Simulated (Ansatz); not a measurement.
## Geometry relaxation, with input and output: TiSi2 (part 2 of 2)

Continued. System: TiSi2 (Fddd, 6 atoms in the cell). Method: DFT r2SCAN, scalar-relativistic, plane waves, PAW, no spin polarisation (Ansatz 0.2.0); cutoff 500 eV, 10×10×10 k-mesh, Gaussian smearing of 0.1 eV. The structure derives from an entry of the Crystallography Open Database. It belongs to a series of runs on one base structure; here: volume × 1.06, shape and atoms relaxed.

Geometry of the input (Å; fractional positions):
```
0.0000  4.2057  4.3302
2.4384  0.0000  4.3302
2.4384  4.2057  0.0000
Ti 0.7500  0.7500  0.7500
Ti 0.5000  0.5000  0.5000
Si 0.0876  0.4124  0.0876
Si 0.4124  0.0876  0.4124
Si 0.1624  0.8376  0.1624
Si 0.8376  0.1624  0.8376
```

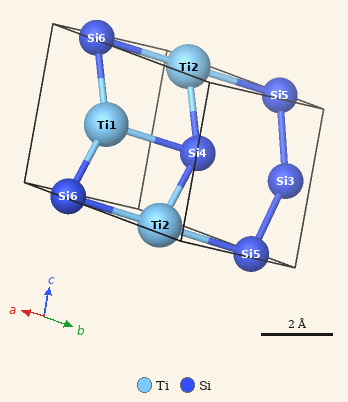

**Figure 1.** The geometry at step 2 of the log (ball-and-stick view of the reduced cell, seen at an oblique angle; atoms are numbered from 1 in the order of the input).

### What the program printed, continued
```
SCF iter   1: F=—  HF=-7568.062468 eV  |F-HF|=—  |Δ(HF+E_count)|=         —  Δρ=2.43e-4  dr2=4.88e-5  dr2_τ=5.29e-5  ethr=1.21e-7  ⟨swp⟩=2.1  Hψ=22210  notcnv=0
preconditioner: auto → Kerker (q_TF=auto, 2.389 Å⁻¹)  [metal: Δε(μ)=0.010 eV  Ē_g=6.546 eV  σ=0.100 eV  W_gap=0.06  n_scr=16 (ndim 8)  ℏωp=19.3 eV  f_vac=0.000  D(μ)=2.09/eV (n_scr^D=12)]
SCF iter   2: F=—  HF=-7568.062500 eV  |F-HF|=—  |Δ(HF+E_count)|=   3.23e-5  Δρ=1.13e-4  dr2=1.20e-5  dr2_τ=2.13e-7  ethr=1.21e-7  ⟨swp⟩=2.9  Hψ=7918  notcnv=0
SCF iter   3: F=—  HF=-7568.062498 eV  |F-HF|=—  |Δ(HF+E_count)|=   2.09e-6  Δρ=3.60e-5  dr2=1.35e-6  dr2_τ=4.08e-8  ethr=3.00e-8  ⟨swp⟩=1.1  Hψ=4557  notcnv=0
SCF iter   4: F=-7568.062498 eV  HF=-7568.062498 eV  |F-HF|=1.22e-7  |Δ(HF+E_count)|=   1.12e-7  Δρ=1.39e-5  dr2=2.03e-7  dr2_τ=1.51e-8  ethr=8.39e-10  ⟨swp⟩=9.5  Hψ=30264  notcnv=0
SCF 3 converged in 4 iterations: F = -7568.062498 eV  dr2 = 2.03e-7
relax step   3: F+E_penalty+E_count = -7568.06249783 eV  Δ(F+E_penalty+E_count) = -1.939e-4 eV  max|allowed force component| = 2.526e-3 eV/Å  Δτ_max = 0.0001 Å  P = -7.482 GPa  Ω = 88.815 Å³  energy of the carried Pulay correction = +7.018e-18 eV  fix = [volume]  reactions: volume -7.482 GPa  (4 SCF iters, dr2 threshold 3.36e-7 eV, accepted)
Initial wavefunctions: pseudopotential atomic-orbital guess (no wavefunctions were taken with the density)
iter 1 solved again at ethr=5.03e-8 eV; its pass at ethr=3.10e-3 eV (dr2=2.01e-5 eV) is discarded
SCF iter   1: F=—  HF=-7568.062509 eV  |F-HF|=—  |Δ(HF+E_count)|=         —  Δρ=1.94e-5  dr2=2.10e-7  dr2_τ=5.07e-8  ethr=5.03e-8  ⟨swp⟩=3.1  Hψ=32727  notcnv=0
SCF iter   2: F=—  HF=-7568.062509 eV  |F-HF|=—  |Δ(HF+E_count)|=   1.50e-7  Δρ=8.83e-6  dr2=3.03e-8  dr2_τ=9.52e-9  ethr=5.24e-10  ⟨swp⟩=2.6  Hψ=7258  notcnv=0
SCF iter   3: F=—  HF=-7568.062509 eV  |F-HF|=—  |Δ(HF+E_count)|=   2.20e-7  Δρ=4.98e-6  dr2=1.17e-8  dr2_τ=1.96e-9  ethr=7.57e-11  ⟨swp⟩=2.3  Hψ=5524  notcnv=0
SCF iter   4: F=-7568.062509 eV  HF=-7568.062509 eV  |F-HF|=5.31e-9  |Δ(HF+E_count)|=   7.34e-8  Δρ=1.00e-6  dr2=1.28e-10  dr2_τ=1.02e-10  ethr=1.00e-12  ⟨swp⟩=5.9  Hψ=25790  notcnv=0
SCF 4 converged in 4 iterations: F = -7568.062509 eV  dr2 = 1.28e-10
relax step   4: F+E_penalty+E_count = -7568.06250880 eV  Δ(F+E_penalty+E_count) = -1.098e-5 eV  max|allowed force component| = 2.588e-3 eV/Å  Δτ_max = 0.0000 Å  P = -7.481 GPa  Ω = 88.815 Å³  fix = [volume]  reactions: volume -7.481 GPa  stress off target by 4.56e-2 GPa on what of the cell is left free  SCF on the basis re-selected at this cell (its energy is not comparable with the rows above)  (4 SCF iters)
basis re-selected at this cell: Δ(F+E_penalty+E_count) = -1.098e-5 eV, ΔP = +0.000 GPa vs the last step (what re-selecting the basis moved, of the pressure what is left beyond the Pulay correction that the steps carried, after the strain that the cell walked since its last selection, with what the two solves' SCF thresholds leave and, on support functions, any second-order correction that the steps lacked; it is no measure of the basis error at this ecutwfc). This SCF's stress stands 4.56e-2 GPa from its target on what of the cell is left free (relax.cell.stress_tol is 1.00e-1 GPa) and its largest allowed force component is 2.59e-3 eV/Å (relax.f_tol is 1.00e-2 eV/Å): within both
SCF converged after 4 iterations
Free energy (F): -7568.062509 eV
Harris-Foulkes:  -7568.062509 eV  (|F-HF|=5.31e-9)
Internal energy: -7568.052060 eV  (E = F + TS)
E sigma→0 (E₀):  -7568.057284 eV
Entropy (-TS):   -0.010449 eV (-1.741 meV/atom)
Fermi energy:    11.851148 eV
--- Per-component energies (eV) ---
  E_band       = -278.023488
  E_kinetic    = 712.138076
  E_local      = -2077.304105  (includes V_loc(G=0)·N_el)
  E_nonlocal   = 110.615641
  E_hartree    = 895.741085
  E_xc         = -396.191665
  E_vxc        = -472.112036  (∫ρ·V_xc dr)
  E_paw        = -4190.591575  (= ΣΔE_a)
  E_vpaw       = -369.634291  (= ΣTr[D̂ρ^β])
  E_aug_tail   = 0.000219  (compensation charges beyond the density's cutoff)
  E_vtau       = 26.790552  (kinetic-family band-sum trace: ∫τ·v_τ [+ j·A + Jᵃ·Aᵃ] dr)
  E_ewald      = -2621.647091
  E_core_change = -0.812646  (= ΣΔE_core)
  E_smearing   = -0.010449  (= −TS)
  E_closure    = -0.000000  (closes the sum)
  Σ components = -7568.062509   (vs F -7568.062509, Δ=0.00e0)
--- Forces (eV/Å), atoms counted from 1 ---
  atom   1  Ti     0.00000000     0.00000000     0.00000000
  atom   2  Ti     0.00000000     0.00000000     0.00000000
  atom   3  Si     0.00000000     0.00258832     0.00000000
  atom   4  Si     0.00000000    -0.00258832     0.00000000
  atom   5  Si     0.00000000    -0.00258832     0.00000000
  atom   6  Si     0.00000000     0.00258832     0.00000000
  max |Σ_I F_I| component: 0.00e0 eV/Å
--- Stress (GPa, compression-positive) ---
       -7.526907       0.000000       0.000000
        0.000000      -7.463341       0.000000
        0.000000       0.000000      -7.453568
  P = ⅓ Tr σ = -7.4813 GPa (-74.813 kbar)
--- Band table (eV; the first three rows and the last of 171) ---
  k-point 0: bands = ["-47.0045", "-46.9814", "-22.2989", "-22.2872", "-22.2212", "-22.2084", "-22.2017", "-22.1810", "-1.1428", "5.0013", "5.7378", "6.3359", "6.7039", "7.8864", "7.9995", "9.1968", "9.5084", "9.5578", "9.8443", "10.3195", "10.9204", "13.9771", "14.9646", "15.0940", "15.2017", "15.3740"]
  k-point 1: bands = ["-47.0040", "-46.9818", "-22.2986", "-22.2869", "-22.2237", "-22.2084", "-22.2008", "-22.1813", "-1.0368", "4.8279", "5.3171", "6.2179", "6.9825", "7.8489", "8.1686", "9.1241", "9.3988", "9.5192", "10.3389", "10.4086", "10.8916", "13.8788", "14.8823", "14.9332", "15.1651", "15.2215"]
  k-point 2: bands = ["-47.0028", "-46.9830", "-22.2988", "-22.2849", "-22.2303", "-22.2080", "-22.1988", "-22.1819", "-0.7246", "4.4375", "4.5191", "6.1090", "6.9840", "7.7312", "8.6369", "8.7516", "9.7855", "9.9313", "10.6143", "10.6713", "11.1306", "13.5830", "14.5882", "14.6981", "14.8332", "14.9251"]
  k-point 170: bands = ["-46.9928", "-46.9928", "-22.2734", "-22.2734", "-22.2379", "-22.2379", "-22.1924", "-22.1924", "0.8433", "0.8433", "6.5305", "6.5305", "6.8423", "6.8423", "8.8260", "8.8260", "10.0762", "10.0762", "10.8691", "10.8691", "12.6950", "12.6950", "15.0359", "15.0359", "15.2045", "15.2045"]
--- Relaxed structure (3 steps of the walk, 3 accepted, 1 SCFs on fresh bases) ---
  F+E_penalty+E_count = -7568.06250880 eV   max|allowed force component| = 2.588e-3 eV/Å   (the final SCF, on the basis selected at the relaxed cell)
  cell:  # Å, volume = 88.8151 Å³
    - [0.0, 4.215478418249576, 4.318686637315327]
    - [2.439262164310966, 0.0, 4.318686637315327]
    - [2.439262164310966, 4.215478418249576, 0.0]
  atoms:
    - { symbol: Ti, position: [0.75, 0.75, 0.7499999999999998] }
    - { symbol: Ti, position: [0.49999999999999994, 0.49999999999999994, 0.49999999999999994] }
    - { symbol: Si, position: [0.08782488354385806, 0.4121751164561419, 0.08782488354385806] }
    - { symbol: Si, position: [0.41217511645614197, 0.08782488354385798, 0.4121751164561419] }
    - { symbol: Si, position: [0.16217511645614197, 0.837824883543858, 0.16217511645614197] }
    - { symbol: Si, position: [0.837824883543858, 0.1621751164561419, 0.837824883543858] }
```

### Trajectory as extended XYZ (Å, eV, eV/Å), 4 frames, from step=1 to step=4
```
6
Lattice="0.0000 4.2057 4.3302 2.4384 0.0000 4.3302 2.4384 4.2057 0.0000" Properties=species:S:1:pos:R:3:forces:R:3 step=1 energy=-7568.06137 pressure_GPa=-7.63
Ti    3.6576    6.3086    6.4954    0.0000   0.0000   0.0000
Ti    2.4384    4.2057    4.3302    0.0000   0.0000   0.0000
Si    1.2192    0.7365    2.1651    0.0000   0.0174   0.0000
Si    1.2192    3.4693    2.1651    0.0000  -0.0174   0.0000
Si    2.4384    1.3664    4.3302    0.0000  -0.0174   0.0000
Si    2.4384    7.0451    4.3302    0.0000   0.0174   0.0000
6
Lattice="0.0000 4.2210 4.3157 2.4378 0.0000 4.3157 2.4378 4.2210 0.0000" Properties=species:S:1:pos:R:3:forces:R:3 step=2 energy=-7568.06230 pressure_GPa=-7.43
Ti    3.6567    6.3315    6.4735    0.0000   0.0000   0.0000
Ti    2.4378    4.2210    4.3157    0.0000   0.0000   0.0000
Si    1.2189    0.7415    2.1578    0.0000   0.0028   0.0000
Si    1.2189    3.4795    2.1578    0.0000  -0.0028   0.0000
Si    2.4378    1.3690    4.3157    0.0000  -0.0028   0.0000
Si    2.4378    7.0729    4.3157    0.0000   0.0028   0.0000
6
Lattice="0.0000 4.2155 4.3187 2.4393 0.0000 4.3187 2.4393 4.2155 0.0000" Properties=species:S:1:pos:R:3:forces:R:3 step=3 energy=-7568.06250 pressure_GPa=-7.48
Ti    3.6589    6.3232    6.4780    0.0000   0.0000   0.0000
Ti    2.4393    4.2155    4.3187    0.0000   0.0000   0.0000
Si    1.2196    0.7404    2.1593    0.0000   0.0025   0.0000
Si    1.2196    3.4750    2.1593    0.0000  -0.0025   0.0000
Si    2.4393    1.3673    4.3187    0.0000  -0.0025   0.0000
Si    2.4393    7.0637    4.3187    0.0000   0.0025   0.0000
6
Lattice="0.0000 4.2155 4.3187 2.4393 0.0000 4.3187 2.4393 4.2155 0.0000" Properties=species:S:1:pos:R:3:forces:R:3 step=4 energy=-7568.06251 pressure_GPa=-7.48
Ti    3.6589    6.3232    6.4780    0.0000   0.0000   0.0000
Ti    2.4393    4.2155    4.3187    0.0000   0.0000   0.0000
Si    1.2196    0.7404    2.1593    0.0000   0.0026   0.0000
Si    1.2196    3.4750    2.1593    0.0000  -0.0026   0.0000
Si    2.4393    1.3673    4.3187    0.0000  -0.0026   0.0000
Si    2.4393    7.0637    4.3187    0.0000   0.0026   0.0000
```

### Summary

- outcome: converged
- space group (tolerance 0.01 Å): Fddd (70)
- electrons treated: 40
- free energy: −7568.0625 eV
- Fermi energy: 11.851 eV
- gap on the k-point mesh: none (metallic)
- pressure: −7.48 GPa
- final volume: 88.82 Å³
- largest force (length of the vector) at the end: 0.003 eV/Å
- final cell: a = 6.035 Å, b = 4.960 Å, c = 4.870 Å, α = 75.74°, β = 52.80°, γ = 51.46°
- hardware: 2 threads of Arm Neoverse V1, 24 GiB of memory available, shared host
- wall time: 2 min (CPU time 4 min)
- peak memory: 0.97 GiB

### Notes

The cell is under a tension of 7.5 GPa at this level, so it is not at its equilibrium volume.
